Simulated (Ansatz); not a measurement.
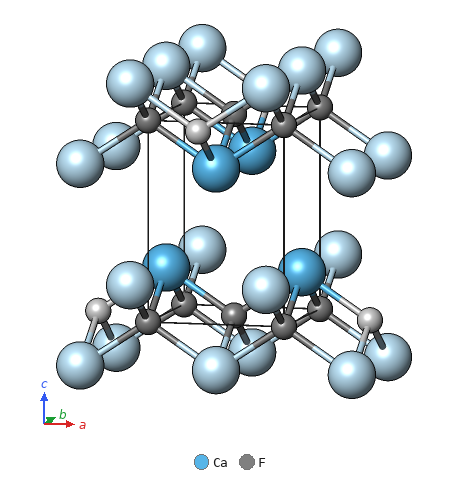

The image is a ball-and-stick drawing of a crystal, viewed slightly off an axis. The lines enclose the conventional unit cell; boundary atoms appear with their images. Periodic images bonded to atoms of the box are shown as well, in fainter colours. Cell: a = 3.94 Å, b = 3.94 Å, c = 5.70 Å, α = 90.00°, β = 90.00°, γ = 90.00°.

Source of the structure: a structure type filled with these elements by a generator (whether the compound takes this form wasn't checked). Earlier steps of the study may have refined or changed the cell and positions. Ansatz was used for an electronic-structure calculation on it.

Describe the crystal.

The structure is one of CaF. It belongs to space group P4/nmm (No. 129) and has a primitive tetragonal lattice. One cell contains 2 Ca, 2 F, 4 atoms in all. Ca is coordinated by four F at about 2.4 Å. F is linked to four Ca in a tetrahedral arrangement at about 2.4 Å. The bonds build CaF layers parallel to (001).

Electronic-structure method: DFT r2SCAN, scalar-relativistic, plane waves, PAW (Ansatz). Parameters: wavefunction cutoff 500 eV, a 12×12×8 mesh of k-points, Gaussian smearing of 0.1 eV, no spin polarisation.

What does the calculation say: metal or gapped?

A metal: bands cross the Fermi level.

Predict the Bader charges.

Ca +0.92 e; F -0.90 e.

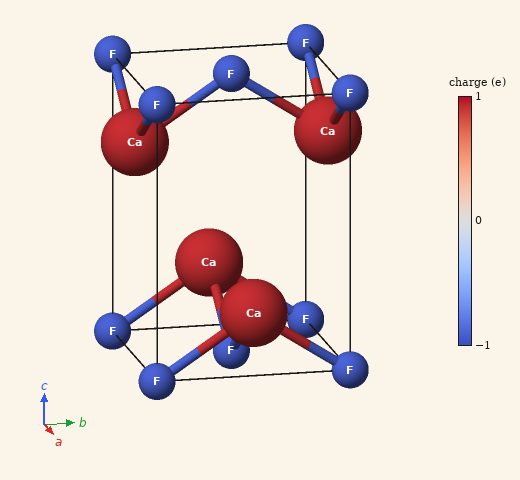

The atoms coloured by those charges. The run's cell of 4 atoms is drawn.

Does the calculation find this structure at rest?

No. The largest force is 0.24 eV/Å, on Ca. The pressure is -1.3 GPa, so the cell would contract.

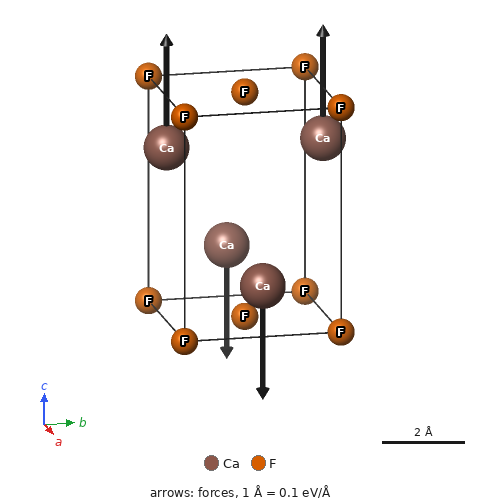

The forces as arrows. The run's cell of 4 atoms is drawn.
